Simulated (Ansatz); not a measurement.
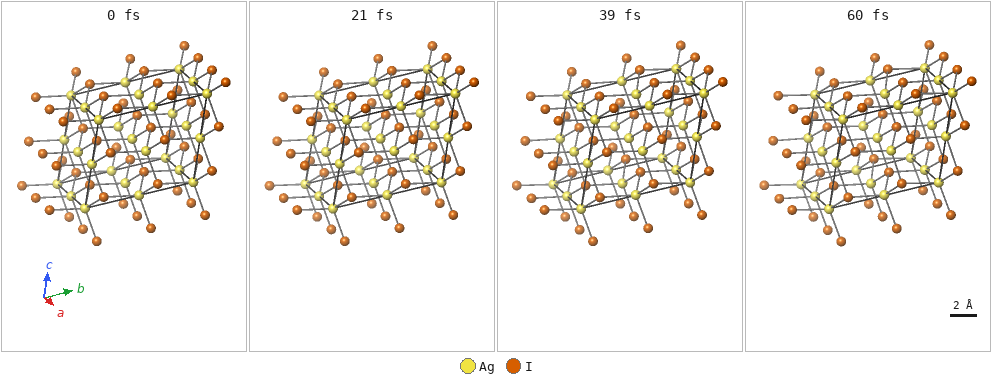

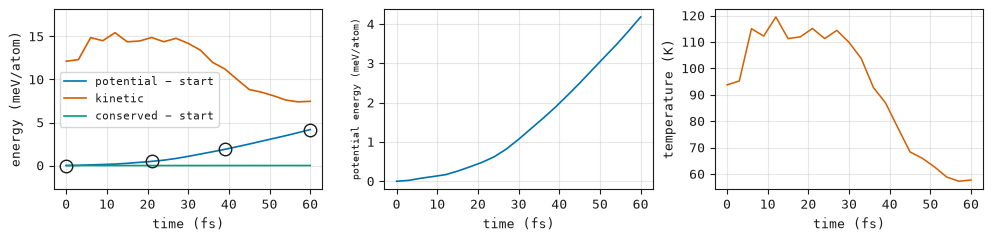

A Born-Oppenheimer molecular dynamics run of a 16-atom cell of AgI (built on the measured structure type), of which 60 fs are on record. Frames and the history of the run. A ball-and-stick model of the reduced simulation cell, seen slightly off an axis. Bonds to atoms that aren't drawn are left out. Lengths and directions refer to the drawn axes.

All numbers below come from DFT, PBE, plane waves, PAW (Ansatz 0.2.0). Settings: plane-wave cutoff 420 eV; k-point mesh 2 × 2 × 2; Fermi-Dirac smearing 0.02 eV; Langevin thermostat and barostat (NPT); set temperature 100 K; time step 3 fs.

What do the frames and curves show?

In the second half of the run the atoms are, in the root-mean-square, this far from where they began (common drift taken out): I 0.06 Å, Ag 0.06 Å. The run lasts only 60 fs, too short to tell vibration from diffusion. The mean temperature in the second half is 76 K (standard deviation 18 K). The temperature is still falling (113 K in the second quarter, 60 K in the last), so the run isn't equilibrated. The potential energy in the second half lies on average 2.5 meV per atom above the first frame. The mean pressure there is 0.2 GPa. The volume ends +3.8 % from the start. The run was cut off by its time limit after 20 steps.
